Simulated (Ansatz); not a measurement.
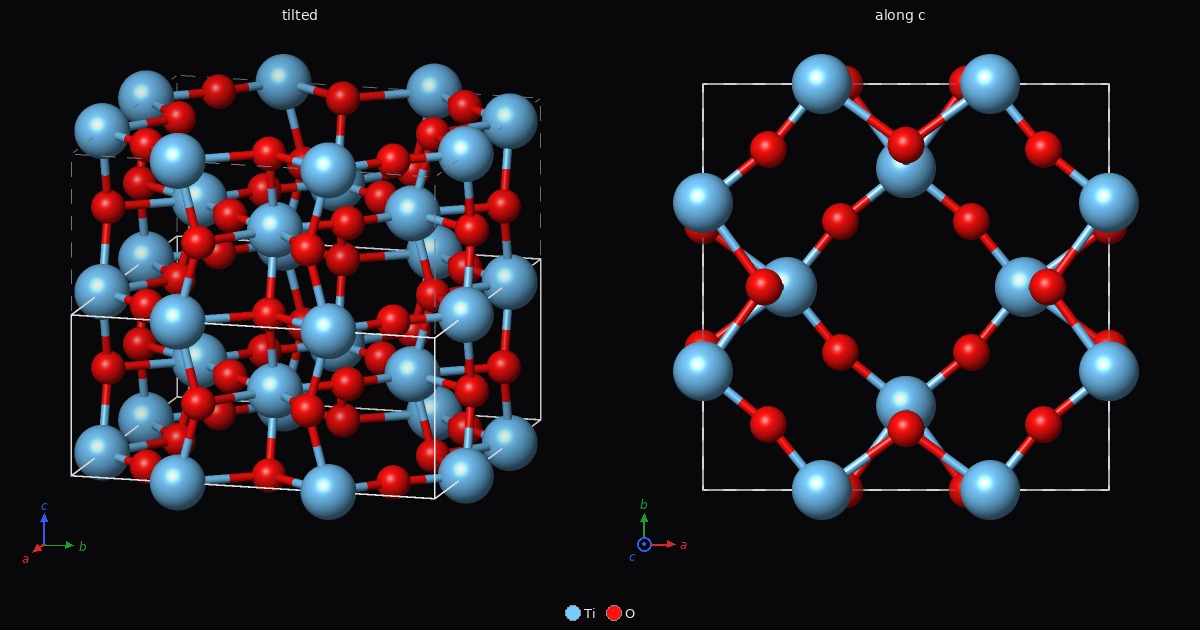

Figure: ball-and-stick view slightly off an axis and along the c axis. A block of 1×1×2 cells is shown, with one conventional unit cell in solid outline.

Describe the arrangement of the atoms.

- The stoichiometry is TiO₂.
- Symmetry: I4/mmm (No. 139), body-centred tetragonal lattice.
- Content of the cell: 8 Ti, 16 O (Z = 8).
- Each Ti has six O. O takes two kinds of site: 8j with four Ti; 8h with two Ti. Not all metal-metal contacts are counted.
- The bonds build a three-dimensional framework.

The model was built from a structure listed in the Materials Project. It was relaxed with Ansatz 0.2.0, DFT LDA, scalar-relativistic, plane waves, PAW under a constraint or pressure on the cell, so some stress remains.
